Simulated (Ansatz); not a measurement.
Ti: geometry relaxation (part 1 of 3)

Ti (defect cell, 26 atoms in the cell), computed with DFT PBE, scalar-relativistic, plane waves, PAW, no spin polarisation (Ansatz 0.2.0).

The structure derives from an entry of the Crystallography Open Database. It belongs to a series of runs on one base structure; here: Ti vacancy, atoms relaxed. Figures and captions count atoms from 1; the log counts them from 0 in places.

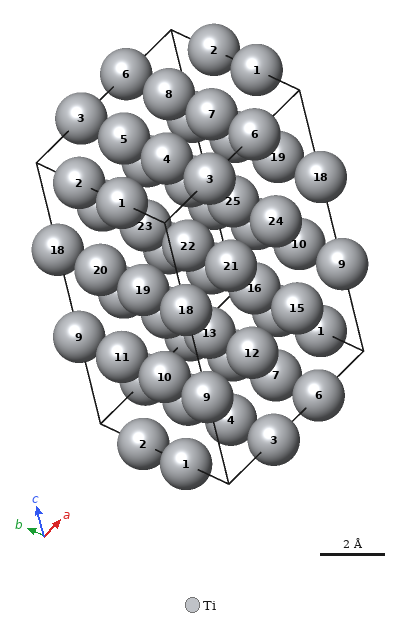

Fig. 1: The starting structure (spheres-only view of the cell of the calculation, seen slightly off an axis; atoms are numbered from 1 in the order of the input).

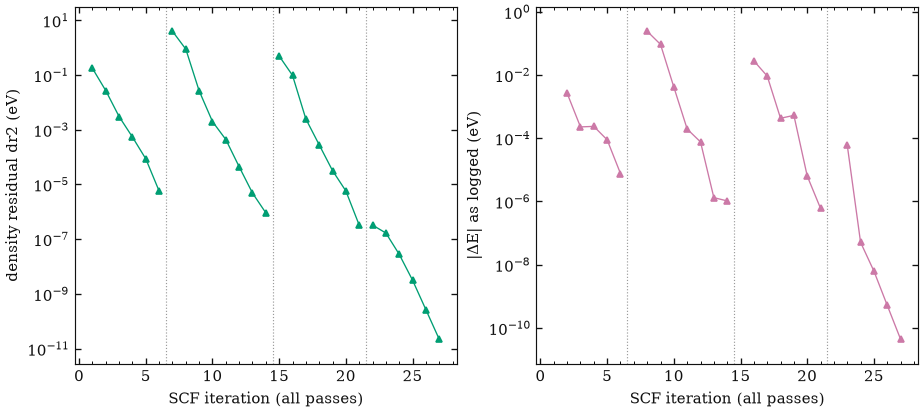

Fig. 2: Convergence of the self-consistent field: density residual dr2 and size of the energy change against the SCF iteration. The dotted lines part the SCF passes of the relaxation: geometry steps, rejected trials and re-solves on a re-selected basis. The passes take 6, 8, 7 and 6 iterations.

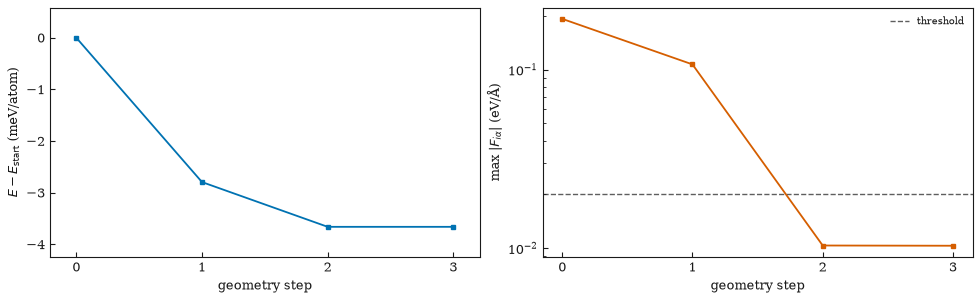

Fig. 3: Progress of the relaxation, step by step (the first geometry is step 0 here and step 1 in the log).

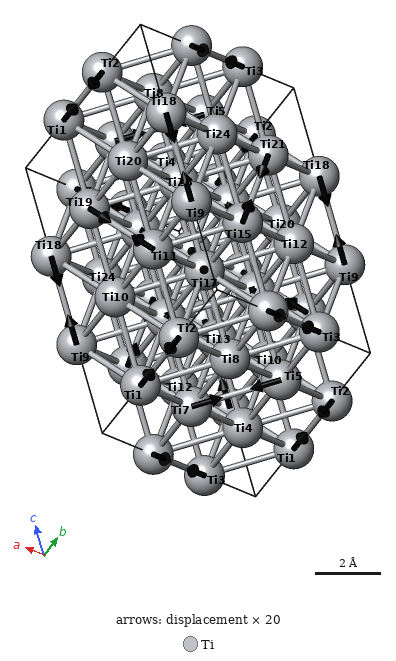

Fig. 4: The starting structure with the displacements as black arrows, magnified 20 times (ball-and-stick view of the cell of the calculation, seen at an oblique angle). Over 3 geometry steps the energy falls by 3.7 meV per atom. The largest force component goes from 0.19 to 0.01 eV/Å. The largest moves, 0.051 Å, are those of 12 atoms (Ti1, Ti2, Ti3, Ti5 and others). The cell stays as it was. Among the contacts that change: Ti11–Ti19 2.908 → 2.806 Å, Ti11–Ti15 2.908 → 2.958 Å, Ti10–Ti11 2.908 → 2.883 Å, Ti14–Ti16 2.908 → 2.889 Å. (Atoms are counted from 1 in the order of the input.)

The input that produced these results follows, with the program's output.

Input file
```yaml
crystal:
  lattice:
    - [6.1680525686, 0.0, 6.1680525686]
    - [6.1680525686, 6.1680525686, 0.0]
    - [0.0, 6.1680525686, 6.1680525686]
  atoms:
    - { symbol: Ti, position: [0.0, 0.3333333333, 0.0] }
    - { symbol: Ti, position: [0.0, 0.6666666667, 0.0] }
    - { symbol: Ti, position: [0.3333333333, 0.0, 0.0] }
    - { symbol: Ti, position: [0.3333333333, 0.3333333333, 0.0] }
    - { symbol: Ti, position: [0.3333333333, 0.6666666667, 0.0] }
    - { symbol: Ti, position: [0.6666666667, 0.0, 0.0] }
    - { symbol: Ti, position: [0.6666666667, 0.3333333333, 0.0] }
    - { symbol: Ti, position: [0.6666666667, 0.6666666667, 0.0] }
    - { symbol: Ti, position: [0.0, 0.0, 0.3333333333] }
    - { symbol: Ti, position: [0.0, 0.3333333333, 0.3333333333] }
    - { symbol: Ti, position: [0.0, 0.6666666667, 0.3333333333] }
    - { symbol: Ti, position: [0.3333333333, 0.0, 0.3333333333] }
    - { symbol: Ti, position: [0.3333333333, 0.3333333333, 0.3333333333] }
    - { symbol: Ti, position: [0.3333333333, 0.6666666667, 0.3333333333] }
    - { symbol: Ti, position: [0.6666666667, 0.0, 0.3333333333] }
    - { symbol: Ti, position: [0.6666666667, 0.3333333333, 0.3333333333] }
    - { symbol: Ti, position: [0.6666666667, 0.6666666667, 0.3333333333] }
    - { symbol: Ti, position: [0.0, 0.0, 0.6666666667] }
    - { symbol: Ti, position: [0.0, 0.3333333333, 0.6666666667] }
    - { symbol: Ti, position: [0.0, 0.6666666667, 0.6666666667] }
    - { symbol: Ti, position: [0.3333333333, 0.0, 0.6666666667] }
    - { symbol: Ti, position: [0.3333333333, 0.3333333333, 0.6666666667] }
    - { symbol: Ti, position: [0.3333333333, 0.6666666667, 0.6666666667] }
    - { symbol: Ti, position: [0.6666666667, 0.0, 0.6666666667] }
    - { symbol: Ti, position: [0.6666666667, 0.3333333333, 0.6666666667] }
    - { symbol: Ti, position: [0.6666666667, 0.6666666667, 0.6666666667] }
basis:
  ecutwfc: 420
kpoints:
  mp_grid: { grid: [4, 4, 4] }
hamiltonian:
  xc: pbe
scf:
  occupations: { method: gaussian, width: 0.1 }
output:
  forces: true
  stress: true
  eigenvalues: true
relax:
  adjacent_minimum: "off"
  f_tol: 0.02
  max_steps: 50
```

Run as:
```bash
ansatz run input.yaml --threads 4 --pin off --max-ram 2560MiB --backend cpu --events-out ev --progress --plain --runs-dir out
```

What the program printed
```
Warning: output.stress: scf.convergence.dr2_threshold = 1e-7 eV (the SCF's general default) is looser than the 2.6e-9 eV advised for a printed stress (1e-10 eV for each atom of the cell: 26). What an SCF threshold leaves in a stress goes as its square root, and in the free energy as the threshold itself, and one threshold admits the most on a small cell: of the crystals measured, under no hybrid functional and no lock of the moments, on runs that ended without the residual-converged pass, on stresses that held no estimate of that error, the worst erred by over 100 MPa in a component at 1e-7 eV an atom and by under 5 at 1e-10. Every solve of this run answers to scf.convergence.dr2_threshold, and the tensor of one is reported: a single SCF on the reported geometry and on this run's grids (its basis.xc_grid and basis.ecutrho_ratio typed), with scf.convergence.dr2_threshold at 2.6e-9 eV or tighter, prints it and tightens no other solve. Else set scf.convergence.dr2_threshold to 2.6e-9 eV or tighter. The threshold is an SCF's pass mark: one that does not reach it within its budget of iterations ends unconverged, or closes short of it on a stop that the run arms, and scf.convergence.dr2_threshold's page says what that costs each kind of run
Engine: ansatz 0.2.0, x86_64-unknown-linux-gnu
Pseudopotentials: kind: paw
Pseudopotential: Ti, paw, valence charge 12, recommended cutoff 420 eV (normal), Ti.paw.azcp
Functional definition: PBE
  parameter kappa = 0.804
  parameter beta = 0.06672455060314922
  exchange = pbe_x(kappa = kappa, mu = beta*pi^2/3)
  correlation = pbe_c(beta = beta)
Crystal: 26 atoms, lattice volume = 469.326 Å³
Basis set: ecut = 420 eV, 9257 PW (Γ), exchange–correlation on 120×120×120 points (8 copies of the dense FFT grid, shifted against one another)
Bands: 188, of which v1, the nominal top of the filled ones, is band 156 counted from 1 (155 counted from 0)
Symmetry: 48 space group operations
Space group: Fm-3m (ITA 225), of the structure as read, at distance tolerance 7.8e-5 Å
k-points: 8 of 64
Non-local potential: Ti, projectors of the file, l = 0: 3, l = 1: 2, l = 2: 3, l = 3: 1
PAW form: soft (Blöchl's): semilocal exchange-correlation on the pseudo side does not see the compensation charge
PAW one-centre angular grid: Ti, 590 points (default); XC on 64 Gauss nodes
Initial density: superposition of atomic densities (neutral atoms: chi_scale 0, normalization atom), corrected by the library's trained network
Initial wavefunctions: pseudopotential atomic-orbital guess
Functional: x = pbe(κ = 0.804, μ = 0.2195149727645171), c = pbe(β = 0.06672455060314922)
SCF iter   1: F=—  HF=-64987.905032 eV  |F-HF|=—  |Δ(HF+E_count)|=         —  Δρ=4.69e-3  dr2=1.75e-1  ethr=1.77e-3  ⟨swp⟩=8.1  Hψ=6007  notcnv=0
preconditioner: auto → Kerker (q_TF=auto, 2.549 Å⁻¹)  [metal: Δε(μ)=0.006 eV  Ē_g=2.246 eV  σ=0.100 eV  W_gap=0.03  n_scr=136 (ndim 8)  ℏωp=17.5 eV  f_vac=0.000  D(μ)=42.57/eV (n_scr^D=530)]
SCF iter   2: F=—  HF=-64987.902392 eV  |F-HF|=—  |Δ(HF+E_count)|=   2.64e-3  Δρ=2.14e-3  dr2=2.68e-2  ethr=5.62e-5  ⟨swp⟩=2.0  Hψ=1856  notcnv=0
SCF iter   3: F=—  HF=-64987.902620 eV  |F-HF|=—  |Δ(HF+E_count)|=   2.28e-4  Δρ=5.54e-4  dr2=3.02e-3  ethr=8.59e-6  ⟨swp⟩=2.0  Hψ=1781  notcnv=0
SCF iter   4: F=—  HF=-64987.902857 eV  |F-HF|=—  |Δ(HF+E_count)|=   2.37e-4  Δρ=1.95e-4  dr2=5.39e-4  ethr=9.68e-7  ⟨swp⟩=2.0  Hψ=1836  notcnv=0
SCF iter   5: F=—  HF=-64987.902768 eV  |F-HF|=—  |Δ(HF+E_count)|=   8.91e-5  Δρ=9.09e-5  dr2=8.63e-5  ethr=1.73e-7  ⟨swp⟩=2.1  Hψ=1842  notcnv=0
SCF iter   6: F=-64987.902760 eV  HF=-64987.902761 eV  |F-HF|=4.42e-7  |Δ(HF+E_count)|=   7.63e-6  Δρ=3.09e-5  dr2=5.74e-6  ethr=3.21e-9  ⟨swp⟩=14.2  Hψ=6532  notcnv=0
the search or the solves at the SCF's close seem to have found levels that the self-consistency loop had missed (the run counts 1). By its estimate they hold under 1e-12 electrons; where the run keeps them, the occupations were computed again with them
SCF 1 converged in 6 iterations: F = -64987.902760 eV  dr2 = 5.74e-6
  greatest PAW one-centre occupation: 0.999 electrons in one spin orbital (limit 2), on the Ti atom at site 24 (counted from 0), in its partial waves of l = 0
relax step   1: F+E_penalty+E_count = -64987.90276031 eV  Δ(F+E_penalty+E_count) = +0.000e0 eV  max|allowed force component| = 1.925e-1 eV/Å  Δτ_max = 0.0000 Å  (6 SCF iters, dr2 threshold 1.00e-5 eV, accepted)
Initial density: handed on by an earlier stage of this run
Initial wavefunctions: those handed on with the density
iter 1 solved again at ethr=1.33e-3 eV; its pass at ethr=3.10e-3 eV (dr2=4.14e0 eV) is discarded
SCF iter   1: F=—  HF=-64988.314219 eV  |F-HF|=—  |Δ(HF+E_count)|=         —  Δρ=1.38e-2  dr2=3.97e0  ethr=1.33e-3  ⟨swp⟩=1.0  Hψ=4594  notcnv=0  defer=52
preconditioner: auto → Kerker (q_TF=auto, 2.549 Å⁻¹)  [metal: Δε(μ)=0.008 eV  Ē_g=2.278 eV  σ=0.100 eV  W_gap=0.05  n_scr=136 (ndim 8)  ℏωp=17.5 eV  f_vac=0.002  D(μ)=44.77/eV (n_scr^D=536)]
SCF iter   2: F=—  HF=-64988.072644 eV  |F-HF|=—  |Δ(HF+E_count)|=   2.42e-1  Δρ=5.84e-3  dr2=8.82e-1  ethr=1.27e-3  ⟨swp⟩=1.4  Hψ=1449  notcnv=0  defer=53
SCF iter   3: F=—  HF=-64987.979430 eV  |F-HF|=—  |Δ(HF+E_count)|=   9.32e-2  Δρ=1.07e-3  dr2=2.64e-2  ethr=2.83e-4  ⟨swp⟩=2.0  Hψ=1787  notcnv=0  defer=55
SCF iter   4: F=—  HF=-64987.975285 eV  |F-HF|=—  |Δ(HF+E_count)|=   4.14e-3  Δρ=3.22e-4  dr2=1.99e-3  ethr=8.46e-6  ⟨swp⟩=2.0  Hψ=1897  notcnv=0  defer=56
SCF iter   5: F=—  HF=-64987.975480 eV  |F-HF|=—  |Δ(HF+E_count)|=   1.95e-4  Δρ=1.56e-4  dr2=4.38e-4  ethr=6.38e-7  ⟨swp⟩=2.0  Hψ=1868  notcnv=0  defer=67
SCF iter   6: F=—  HF=-64987.975404 eV  |F-HF|=—  |Δ(HF+E_count)|=   7.64e-5  Δρ=6.82e-5  dr2=4.44e-5  ethr=1.40e-7  ⟨swp⟩=2.0  Hψ=1834  notcnv=0  defer=67
SCF iter   7: F=—  HF=-64987.975402 eV  |F-HF|=—  |Δ(HF+E_count)|=   1.32e-6  Δρ=2.61e-5  dr2=4.85e-6  ethr=1.42e-8  ⟨swp⟩=2.0  Hψ=1824  notcnv=0  defer=67
SCF iter   8: F=-64987.975403 eV  HF=-64987.975403 eV  |F-HF|=5.80e-7  |Δ(HF+E_count)|=   1.04e-6  Δρ=9.80e-6  dr2=9.14e-7  ethr=7.43e-10  ⟨swp⟩=14.1  Hψ=6488  notcnv=0
SCF 2 converged in 8 iterations: F = -64987.975403 eV  dr2 = 9.14e-7
  greatest PAW one-centre occupation: 0.999 electrons in one spin orbital (limit 2), on the Ti atom at site 7 (counted from 0), in its partial waves of l = 0
relax step   2: F+E_penalty+E_count = -64987.97540269 eV  Δ(F+E_penalty+E_count) = -7.264e-2 eV  max|allowed force component| = 1.070e-1 eV/Å  Δτ_max = 0.0712 Å  (8 SCF iters, dr2 threshold 2.32e-6 eV, accepted)
SCF iter   1: F=—  HF=-64988.035050 eV  |F-HF|=—  |Δ(HF+E_count)|=         —  Δρ=4.91e-3  dr2=4.93e-1  ethr=1.29e-3  ⟨swp⟩=2.0  Hψ=2150  notcnv=0  defer=67
preconditioner: auto → Kerker (q_TF=auto, 2.549 Å⁻¹)  [metal: Δε(μ)=0.007 eV  Ē_g=2.259 eV  σ=0.100 eV  W_gap=0.04  n_scr=136 (ndim 8)  ℏωp=17.5 eV  f_vac=0.001  D(μ)=42.35/eV (n_scr^D=530)]
SCF iter   2: F=—  HF=-64988.007100 eV  |F-HF|=—  |Δ(HF+E_count)|=   2.80e-2  Δρ=1.93e-3  dr2=9.71e-2  ethr=1.58e-4  ⟨swp⟩=1.0  Hψ=1736  notcnv=0  defer=73
SCF iter   3: F=—  HF=-64987.997839 eV  |F-HF|=—  |Δ(HF+E_count)|=   9.26e-3  Δρ=4.60e-4  dr2=2.48e-3  ethr=3.11e-5  ⟨swp⟩=2.0  Hψ=1755  notcnv=0  defer=73
SCF iter   4: F=—  HF=-64987.997411 eV  |F-HF|=—  |Δ(HF+E_count)|=   4.28e-4  Δρ=1.13e-4  dr2=2.81e-4  ethr=7.95e-7  ⟨swp⟩=2.0  Hψ=1846  notcnv=0  defer=73
SCF iter   5: F=—  HF=-64987.997940 eV  |F-HF|=—  |Δ(HF+E_count)|=   5.29e-4  Δρ=4.65e-5  dr2=3.21e-5  ethr=9.01e-8  ⟨swp⟩=2.0  Hψ=1735  notcnv=0  defer=73
SCF iter   6: F=—  HF=-64987.997934 eV  |F-HF|=—  |Δ(HF+E_count)|=   6.38e-6  Δρ=2.13e-5  dr2=5.78e-6  ethr=1.03e-8  ⟨swp⟩=2.0  Hψ=1809  notcnv=0  defer=73
SCF iter   7: F=-64987.997933 eV  HF=-64987.997933 eV  |F-HF|=1.33e-8  |Δ(HF+E_count)|=   6.02e-7  Δρ=6.89e-6  dr2=3.27e-7  ethr=2.29e-10  ⟨swp⟩=10.6  Hψ=6165  notcnv=0
SCF 3 converged in 7 iterations: F = -64987.997933 eV  dr2 = 3.27e-7
  greatest PAW one-centre occupation: 0.999 electrons in one spin orbital (limit 2), on the Ti atom at site 25 (counted from 0), in its partial waves of l = 0
relax step   3: F+E_penalty+E_count = -64987.99793341 eV  Δ(F+E_penalty+E_count) = -2.253e-2 eV  max|allowed force component| = 1.036e-2 eV/Å  Δτ_max = 0.0204 Å  (7 SCF iters, dr2 threshold 7.16e-7 eV, accepted)
iter 1 solved again at ethr=1.05e-10 eV; its pass at ethr=3.10e-3 eV (dr2=3.27e-7 eV) is discarded
SCF iter   1: F=—  HF=-64987.997873 eV  |F-HF|=—  |Δ(HF+E_count)|=         —  Δρ=6.90e-6  dr2=3.27e-7  ethr=1.05e-10  ⟨swp⟩=1.0  Hψ=3536  notcnv=0
preconditioner: auto → Kerker (q_TF=auto, 2.549 Å⁻¹)  [metal: Δε(μ)=0.001 eV  Ē_g=2.261 eV  σ=0.100 eV  W_gap=0.01  n_scr=136 (ndim 8)  ℏωp=17.5 eV  f_vac=0.001  D(μ)=42.82/eV (n_scr^D=530)]
SCF iter   2: F=—  HF=-64987.997933 eV  |F-HF|=—  |Δ(HF+E_count)|=   6.08e-5  Δρ=4.67e-6  dr2=1.68e-7  ethr=1.05e-10  ⟨swp⟩=1.5  Hψ=1424  notcnv=0
iter 3 did not close the SCF: its close was put off for the readings that it lacked (scf_convergence_deferred on its scf_iter line)
SCF iter   3: F=-64987.997933 eV  HF=-64987.997933 eV  |F-HF|=1.43e-9  |Δ(HF+E_count)|=   5.10e-8  Δρ=1.59e-6  dr2=2.80e-8  ethr=5.40e-11  ⟨swp⟩=2.0  Hψ=1753  notcnv=0
iter 4 did not close the SCF: its close was put off for the readings that it lacked (scf_convergence_deferred on its scf_iter line)
SCF iter   4: F=-64987.997933 eV  HF=-64987.997933 eV  |F-HF|=1.93e-9  |Δ(HF+E_count)|=   6.26e-9  Δρ=4.44e-7  dr2=3.17e-9  ethr=8.98e-12  ⟨swp⟩=2.0  Hψ=1814  notcnv=0
iter 5 did not close the SCF: its close was put off for the readings that it lacked (scf_convergence_deferred on its scf_iter line)
SCF iter   5: F=-64987.997933 eV  HF=-64987.997933 eV  |F-HF|=1.89e-10  |Δ(HF+E_count)|=  5.17e-10  Δρ=1.23e-7  dr2=2.65e-10  ethr=1.02e-12  ⟨swp⟩=2.0  Hψ=1807  notcnv=0
SCF iter   6: F=-64987.997933 eV  HF=-64987.997933 eV  |F-HF|=7.28e-12  |Δ(HF+E_count)|=  4.37e-11  Δρ=4.32e-8  dr2=2.20e-11  ethr=1.00e-12  ⟨swp⟩=1.0  Hψ=2956  notcnv=0
SCF 4 converged in 6 iterations: F = -64987.997933 eV  dr2 = 2.20e-11
  greatest PAW one-centre occupation: 0.999 electrons in one spin orbital (limit 2), on the Ti atom at site 19 (counted from 0), in its partial waves of l = 0
relax step   4: F+E_penalty+E_count = -64987.99793348 eV  Δ(F+E_penalty+E_count) = -7.349e-8 eV  max|allowed force component| = 1.033e-2 eV/Å  Δτ_max = 0.0000 Å  (6 SCF iters, accepted)
SCF converged after 6 iterations
Free energy (F): -64987.997933 eV
Harris-Foulkes:  -64987.997933 eV  (|F-HF|=7.28e-12)
Internal energy: -64987.783825 eV  (E = F + TS)
E sigma→0 (E₀):  -64987.890879 eV
Entropy (-TS):   -0.214109 eV (-8.235 meV/atom)
Fermi energy:    12.658587 eV
--- Per-component energies (eV) ---
  E_band       = -4281.351708
  E_kinetic    = 7078.733813
  E_local      = -22762.809331  (includes V_loc(G=0)·N_el)
  E_nonlocal   = 213.856579
  E_hartree    = 9399.385230
  E_xc         = -2529.892575
  E_vxc        = -3164.649326  (∫ρ·V_xc dr)
  E_paw        = -27238.562795  (= ΣΔE_a)
  E_vpaw       = -4445.256983  (= ΣTr[D̂ρ^β])
  E_aug_tail   = 0.002817  (compensation charges beyond the density's cutoff)
  E_ewald      = -29148.497563
  E_smearing   = -0.214109  (= −TS)
  E_closure    = 0.000000  (closes the sum)
  Σ components = -64987.997933   (vs F -64987.997933, Δ=0.00e0)
--- Forces (eV/Å), atoms counted from 1 ---
  atom   1  Ti     0.01033101     0.01033101    -0.00000000
  atom   2  Ti    -0.01033101    -0.01033101    -0.00000000
  atom   3  Ti     0.01033101    -0.00000000     0.01033101
  atom   4  Ti     0.00410956    -0.00410956    -0.00410956
  atom   5  Ti     0.00000000    -0.01033101     0.01033101
  atom   6  Ti    -0.01033101    -0.00000000    -0.01033101
  atom   7  Ti     0.00000000     0.01033101    -0.01033101
  atom   8  Ti    -0.00410956     0.00410956     0.00410956
  atom   9  Ti    -0.00000000     0.01033101     0.01033101
  atom  10  Ti    -0.00410956     0.00410956    -0.00410956
  atom  11  Ti    -0.01033101    -0.00000000     0.01033101
  atom  12  Ti    -0.00410956    -0.00410956     0.00410956
  atom  13  Ti     0.00410956     0.00410956     0.00410956
  atom  14  Ti    -0.00000000    -0.00000000    -0.00152386
  atom  15  Ti    -0.01033101     0.01033101     0.00000000
  atom  16  Ti     0.00000000    -0.00152386     0.00000000
  atom  17  Ti     0.00152386     0.00000000     0.00000000
  atom  18  Ti    -0.00000000    -0.01033101    -0.01033101
  atom  19  Ti     0.01033101     0.00000000    -0.01033101
  atom  20  Ti     0.00410956    -0.00410956     0.00410956
  atom  21  Ti     0.01033101    -0.01033101    -0.00000000
  atom  22  Ti    -0.00152386    -0.00000000     0.00000000
  atom  23  Ti    -0.00000000     0.00152386    -0.00000000
  atom  24  Ti     0.00410956     0.00410956    -0.00410956
  atom  25  Ti    -0.00000000    -0.00000000     0.00152386
  atom  26  Ti    -0.00410956    -0.00410956    -0.00410956
  max |Σ_I F_I| component: 1.47e-17 eV/Å
--- Stress (GPa, compression-positive) ---
       -0.805551      -0.000000      -0.000000
        0.000000      -0.805551       0.000000
       -0.000000       0.000000      -0.805551
  P = ⅓ Tr σ = -0.8056 GPa (-8.056 kbar)
--- Band table (eV; the first three rows and the last of 8) ---
```
